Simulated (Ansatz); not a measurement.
## Geometry relaxation, with input and output: Mo (part 1 of 2)

System: Mo (slab, 4 atoms in the cell).
Method: DFT PBEsol, scalar-relativistic, plane waves, PAW, no spin polarisation (Ansatz 0.2.0).

The structure derives from an entry of the Crystallography Open Database. The input holds or restrains some coordinates. Forces given for the steps count only the free coordinates. It belongs to a series of runs on one base structure; here: clean slab, lower half held. Figures and captions count atoms from 1; the log counts them from 0 in places.

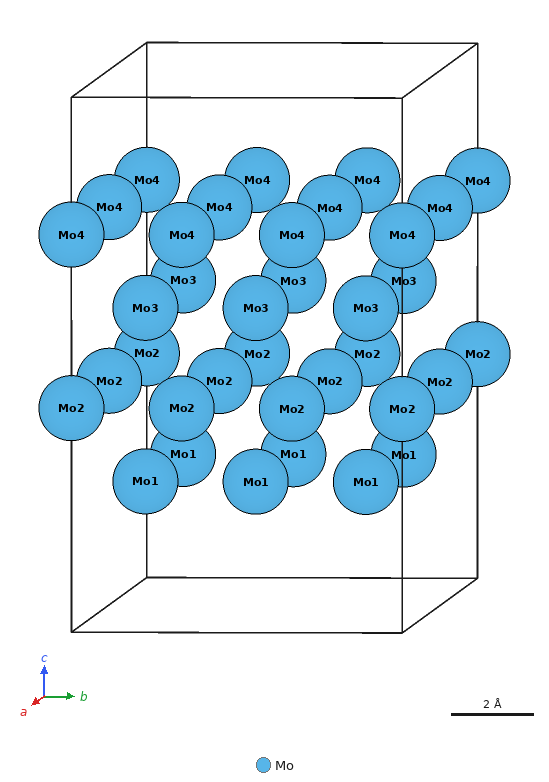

*The input geometry (spheres-only view of the 2 × 3 repeat of the cell, with the vacuum cut short, seen slightly off an axis; atoms are numbered from 1 in the order of the input). An atom can appear more than once, as a periodic image.*

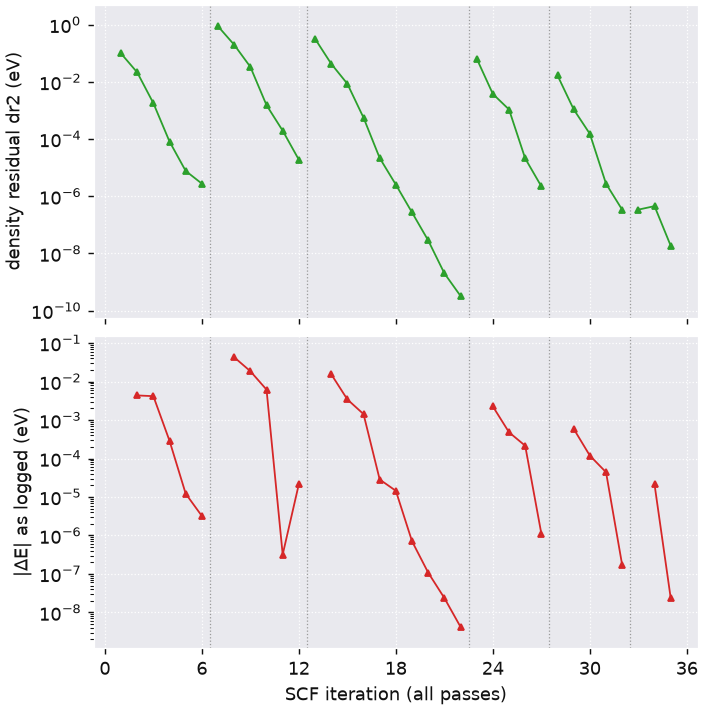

*Convergence of the self-consistent field: density residual dr2 and size of the energy change against the SCF iteration. The dotted lines part the SCF passes of the relaxation: geometry steps, rejected trials and re-solves on a re-selected basis.*

The 6 passes take 3 to 10 iterations each, 35 in all.

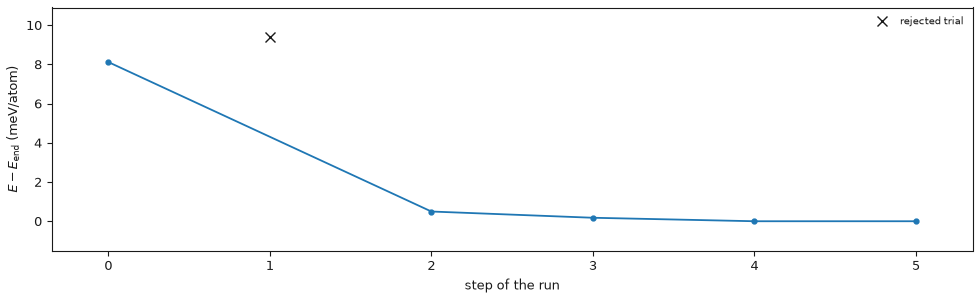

*Progress of the restrained relaxation, step by step (the first geometry is step 0 here and step 1 in the log).*

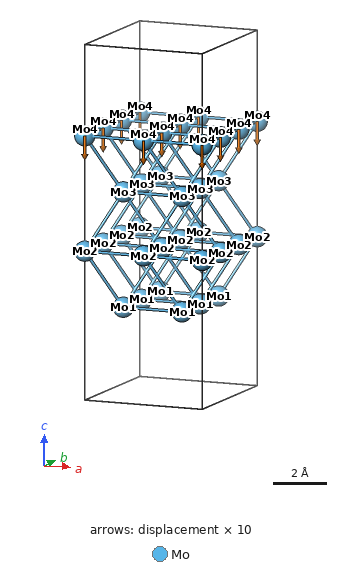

*The starting structure with the displacements as orange arrows, magnified 10 times (ball-and-stick view of the 2 × 3 repeat of the cell, with the vacuum cut short, seen slightly off an axis).*

The atom that moves furthest is Mo4 (0.096 Å). The lattice vectors keep their values. Distances before and after: Mo3–Mo4 2.710 → 2.632 Å. Among the angles that change: Mo3–Mo4–Mo3 70.5° → 73.0°. The energy falls by 8.1 meV per atom in 5 geometry steps. Largest force component: 0.65 eV/Å at the start, 0.00038 eV/Å at the end. The line search rejected the trial step at point 1 (counted from 0) and went back. (Atoms are counted from 1 in the order of the input.)

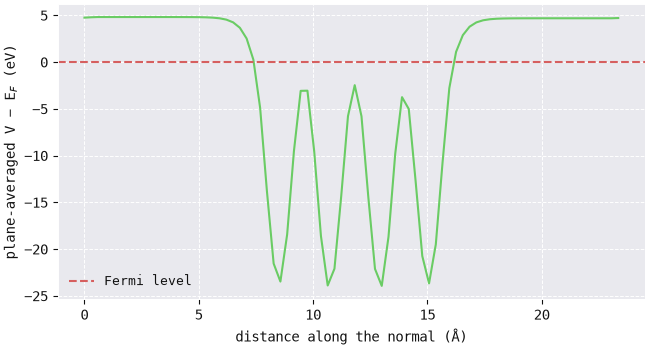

*Plane average of the electrostatic potential energy of an electron across the cell, from the Fermi level.*

The vacuum level lies 4.69 eV above the Fermi level on the upper side and 4.82 eV on the lower.

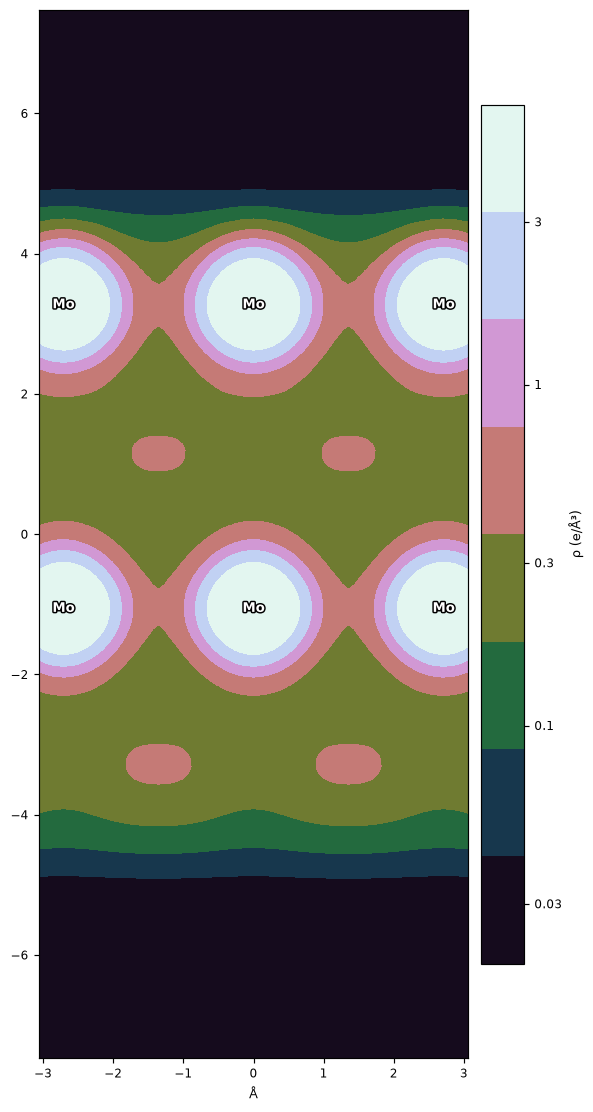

*Valence pseudo-density on the (100) plane of the calculation cell, a cut from vacuum to vacuum.*

Mo–Mo (2.71 Å): ρ is about 0.39 e/Å³ halfway. The density dies away to nearly zero in the vacuum. In a PAW calculation such maps are meaningful between the atoms, not at the nuclei.

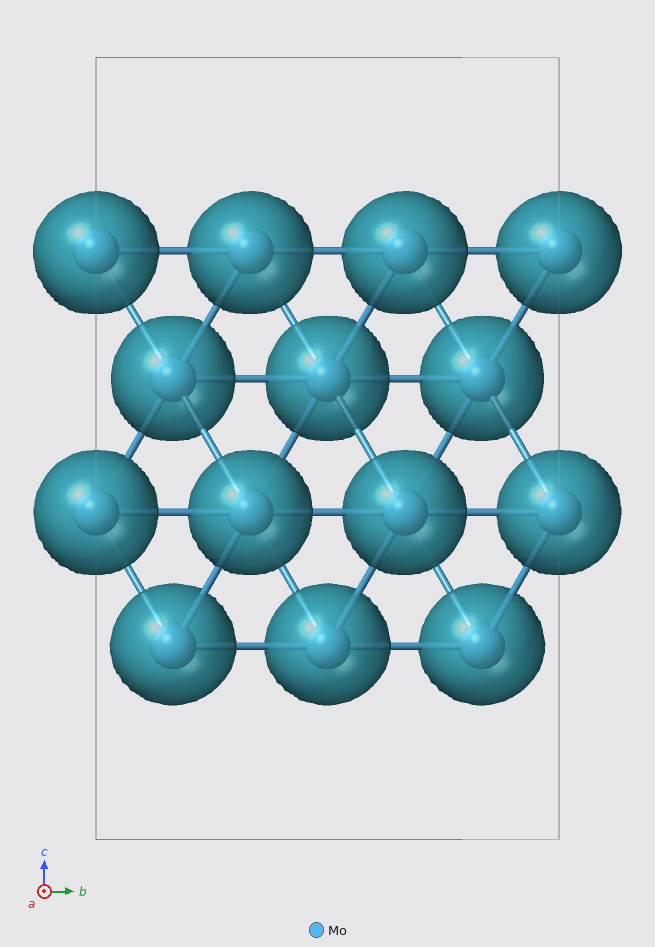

*Isosurface of the valence electron density at 0.6 e/Å³ (cyan), seen along the a axis. Sticks mark near contacts.*

At this value the density breaks into separate islands; it holds about 75 % of the electrons treated as valence (semicore included). It is pinched off along the Mo–Mo (2.63 Å) and Mo–Mo (2.71 Å) contacts. On the grid the lowest density along these lines, outside the cores, is 0.46 e/Å³ (Mo–Mo, 2.63 Å) and 0.4 e/Å³ (Mo–Mo, 2.71 Å).

The input that produced these results follows, with the program's output.

Input:
```yaml
crystal:
  lattice:
    - [2.7100592319, 0.0, 0.0]
    - [-0.9033530773, 2.5550683471, 0.0]
    - [0.0, 0.0, 23.6382622909]
  atoms:
    - { symbol: Mo, position: [0.5, 0.5, 0.3595864999] }
    - { symbol: Mo, position: [0.0, 0.0, 0.4531955] }
    - { symbol: Mo, position: [0.5, 0.5, 0.5468045] }
    - { symbol: Mo, position: [0.0, 0.0, 0.6404135001] }
basis:
  ecutwfc: 420
kpoints:
  mp_grid: { grid: [11, 11, 1] }
hamiltonian:
  xc: pbesol
scf:
  occupations: { method: gaussian, width: 0.1 }
output:
  forces: true
  eigenvalues: true
  write_density: true
  write_potential: true
  elf: true
  volumetric_format: npy
relax:
  adjacent_minimum: "off"
  f_tol: 0.03
  max_steps: 70
  constraints: [{ sites: [0, 1] }]
efield:
  axis: 3
  dipole_correction: true
  ramp_width: 0.04
```

Launched with:
```bash
ansatz run input.yaml --threads 1 --pin off --max-ram 2560MiB --backend cpu --events-out ev --progress --plain --runs-dir out
```

Log:
```
Engine: ansatz 0.2.0, x86_64-unknown-linux-gnu
Pseudopotentials: kind: paw
Pseudopotential: Mo, paw, valence charge 14, recommended cutoff 420 eV (normal), Mo.paw.azcp
Functional definition: PBEsol
  exchange = pbesol_x
  correlation = pbesol_c
Crystal: 4 atoms, lattice volume = 163.680 Å³
Basis set: ecut = 420 eV, 3273 PW (Γ), exchange–correlation on 40×40×320 points (8 copies of the dense FFT grid, shifted against one another)
Bands: 34, of which v1, the nominal top of the filled ones, is band 28 counted from 1 (27 counted from 0)
Symmetry: 4 space group operations
k-points: 36 of 121
Non-local potential: Mo, projectors of the file, l = 0: 3, l = 1: 2, l = 2: 2, l = 3: 1
PAW form: soft (Blöchl's): semilocal exchange-correlation on the pseudo side does not see the compensation charge
PAW frozen core: Mo, regenerated for the run's functional, and the local potential with it (the file was generated under x = pbe(κ = 0.804, μ = 0.2195149727645171), c = pbe(β = 0.06672455060314922))
PAW one-centre angular grid: Mo, 590 points (default); XC on 64 Gauss nodes
Initial density: superposition of atomic densities (neutral atoms: chi_scale 0, normalization atom), corrected by the library's trained network
Initial wavefunctions: pseudopotential atomic-orbital guess
Functional: x = pbesol(κ = 0.804, μ = 0.12345679012345678), c = pbesol(β = 0.046)
SCF iter   1: F=—  HF=-19587.119015 eV  |F-HF|=—  |Δ(HF+E_count)|=         —  Δρ=4.90e-3  dr2=9.82e-2  ethr=1.77e-3  p=0.000 e·Å  D=2.60e-14 V/Å  ΔV_dip=-0.00 eV  dr2_dipole=5.59e-9  V_vac-E_F(+/−)=4.92/4.92 eV  ⟨swp⟩=7.9  Hψ=6144  notcnv=0
efield: sawtooth ramp at fractional position 0.9800 (placed from the atoms, in the widest stretch of the axis that holds none; the zero of the levels goes with the place), width 0.0400; the density the first Hamiltonian is built on has a dipole p = 0.000 e·Å; the dipole correction subtracts the counter field D = 2.60e-14 V/Å, which shifts the + side's vacuum level by -0.00 eV against the − side's; the planar-averaged density in the ramp window peaks in size at 1.9e-5 e/Å³
preconditioner: auto → LDOS  [metal: Δε(μ)=0.012 eV  Ē_g=3.990 eV  σ=0.100 eV  W_gap=0.06  n_scr=16 (ndim 8)  ℏωp=14.2 eV  f_vac=0.548  D(μ)=3.71/eV (n_scr^D=14)  β→1.0]
SCF iter   2: F=—  HF=-19587.114644 eV  |F-HF|=—  |Δ(HF+E_count)|=   4.37e-3  Δρ=2.73e-3  dr2=2.15e-2  ethr=1.75e-4  p=-0.000 e·Å  D=-1.04e-5 V/Å  ΔV_dip=0.00 eV  dr2_dipole=1.07e-8  V_vac-E_F(+/−)=4.83/4.83 eV  ⟨swp⟩=2.8  Hψ=2615  notcnv=0  defer=26
SCF iter   3: F=—  HF=-19587.110464 eV  |F-HF|=—  |Δ(HF+E_count)|=   4.18e-3  Δρ=5.78e-4  dr2=1.80e-3  ethr=3.85e-5  p=-0.000 e·Å  D=-1.70e-6 V/Å  ΔV_dip=0.00 eV  dr2_dipole=2.42e-10  V_vac-E_F(+/−)=4.83/4.83 eV  ⟨swp⟩=2.8  Hψ=2306  notcnv=0  defer=26
SCF iter   4: F=—  HF=-19587.110175 eV  |F-HF|=—  |Δ(HF+E_count)|=   2.89e-4  Δρ=1.47e-4  dr2=8.18e-5  ethr=3.22e-6  p=-0.000 e·Å  D=-1.33e-6 V/Å  ΔV_dip=0.00 eV  dr2_dipole=4.68e-11  V_vac-E_F(+/−)=4.82/4.82 eV  ⟨swp⟩=2.6  Hψ=2026  notcnv=0  defer=25
iter 5 did not close the SCF: its close was put off for the readings that it lacked (scf_convergence_deferred on its scf_iter line)
SCF iter   5: F=-19587.110188 eV  HF=-19587.110187 eV  |F-HF|=6.16e-7  |Δ(HF+E_count)|=   1.22e-5  Δρ=4.19e-5  dr2=7.67e-6  ethr=1.46e-7  p=-0.000 e·Å  D=-5.05e-7 V/Å  ΔV_dip=0.00 eV  dr2_dipole=2.99e-11  V_vac-E_F(+/−)=4.81/4.81 eV  ⟨swp⟩=2.4  Hψ=2070  notcnv=0  defer=22
SCF iter   6: F=-19587.110189 eV  HF=-19587.110190 eV  |F-HF|=1.36e-6  |Δ(HF+E_count)|=   3.21e-6  Δρ=2.12e-5  dr2=2.76e-6  ethr=1.37e-8  p=-0.000 e·Å  D=-1.80e-7 V/Å  ΔV_dip=0.00 eV  dr2_dipole=7.44e-12  V_vac-E_F(+/−)=4.81/4.81 eV  ⟨swp⟩=14.7  Hψ=12283  notcnv=0
SCF 1 converged in 6 iterations: F = -19587.110189 eV  dr2 = 2.76e-6
  greatest PAW one-centre occupation: 0.999 electrons in one spin orbital (limit 2), on the Mo atom at site 0 (counted from 0), in its partial waves of l = 0
relax step   1: F+E_penalty+E_count = -19587.11018907 eV  Δ(F+E_penalty+E_count) = +0.000e0 eV  max|allowed force component| = 6.456e-1 eV/Å  Δτ_max = 0.0000 Å  (6 SCF iters, dr2 threshold 2.25e-5 eV, accepted)
Initial density: handed on by an earlier stage of this run
Initial wavefunctions: those handed on with the density
iter 1 solved again at ethr=1.64e-3 eV; its pass at ethr=3.10e-3 eV (dr2=9.18e-1 eV) is discarded
SCF iter   1: F=—  HF=-19587.172696 eV  |F-HF|=—  |Δ(HF+E_count)|=         —  Δρ=1.30e-2  dr2=8.76e-1  ethr=1.64e-3  p=-0.000 e·Å  D=-4.78e-7 V/Å  ΔV_dip=0.00 eV  dr2_dipole=4.89e-2  V_vac-E_F(+/−)=4.83/4.83 eV  ⟨swp⟩=1.4  Hψ=4931  notcnv=0  defer=25
efield: sawtooth ramp at fractional position 0.9800 (handed on by an earlier solve), width 0.0400; the density the first Hamiltonian is built on has a dipole p = -0.000 e·Å; the dipole correction subtracts the counter field D = -4.78e-7 V/Å, which shifts the + side's vacuum level by +0.00 eV against the − side's; the planar-averaged density in the ramp window peaks in size at 3.2e-6 e/Å³
preconditioner: auto → LDOS  [metal: Δε(μ)=0.018 eV  Ē_g=4.104 eV  σ=0.100 eV  W_gap=0.10  n_scr=16 (ndim 8)  ℏωp=14.2 eV  f_vac=0.555  D(μ)=3.65/eV (n_scr^D=14)  β→1.0]
SCF iter   2: F=—  HF=-19587.129805 eV  |F-HF|=—  |Δ(HF+E_count)|=   4.29e-2  Δρ=5.76e-3  dr2=1.98e-1  ethr=1.56e-3  p=0.008 e·Å  D=8.86e-3 V/Å  ΔV_dip=-0.21 eV  dr2_dipole=3.47e-4  V_vac-E_F(+/−)=4.64/4.85 eV  ⟨swp⟩=2.9  Hψ=2116  notcnv=0  defer=25
SCF iter   3: F=—  HF=-19587.111249 eV  |F-HF|=—  |Δ(HF+E_count)|=   1.86e-2  Δρ=2.39e-3  dr2=3.34e-2  ethr=3.53e-4  p=0.007 e·Å  D=7.67e-3 V/Å  ΔV_dip=-0.18 eV  dr2_dipole=8.23e-6  V_vac-E_F(+/−)=4.67/4.85 eV  ⟨swp⟩=3.3  Hψ=2546  notcnv=0  defer=30
SCF iter   4: F=—  HF=-19587.105063 eV  |F-HF|=—  |Δ(HF+E_count)|=   6.19e-3  Δρ=5.17e-4  dr2=1.53e-3  ethr=5.96e-5  p=0.008 e·Å  D=8.85e-3 V/Å  ΔV_dip=-0.21 eV  dr2_dipole=3.24e-5  V_vac-E_F(+/−)=4.64/4.85 eV  ⟨swp⟩=2.5  Hψ=2001  notcnv=0  defer=31
SCF iter   5: F=—  HF=-19587.105063 eV  |F-HF|=—  |Δ(HF+E_count)|=   3.20e-7  Δρ=1.88e-4  dr2=1.96e-4  ethr=2.73e-6  p=0.009 e·Å  D=9.51e-3 V/Å  ΔV_dip=-0.22 eV  dr2_dipole=1.01e-5  V_vac-E_F(+/−)=4.63/4.85 eV  ⟨swp⟩=2.2  Hψ=1741  notcnv=0  defer=32
SCF iter   6: F=-19587.105072 eV  HF=-19587.105085 eV  |F-HF|=1.26e-5  |Δ(HF+E_count)|=   2.17e-5  Δρ=5.87e-5  dr2=1.89e-5  ethr=4.65e-8  p=0.009 e·Å  D=1.01e-2 V/Å  ΔV_dip=-0.24 eV  dr2_dipole=6.06e-10  V_vac-E_F(+/−)=4.61/4.85 eV  ⟨swp⟩=18.1  Hψ=13777  notcnv=0
SCF 2 converged in 6 iterations: F = -19587.105072 eV  dr2 = 1.89e-5
  greatest PAW one-centre occupation: 0.999 electrons in one spin orbital (limit 2), on the Mo atom at site 3 (counted from 0), in its partial waves of l = 0
relax step   2: F+E_penalty+E_count = -19587.10507223 eV  Δ(F+E_penalty+E_count) = +5.117e-3 eV  max|allowed force component| = 8.273e-1 eV/Å  Δτ_max = 0.1943 Å  (6 SCF iters, dr2 threshold 2.60e-5 eV, rejected (line search))
iter 1 solved again at ethr=5.42e-4 eV; its pass at ethr=3.10e-3 eV (dr2=3.04e-1 eV) is discarded
```
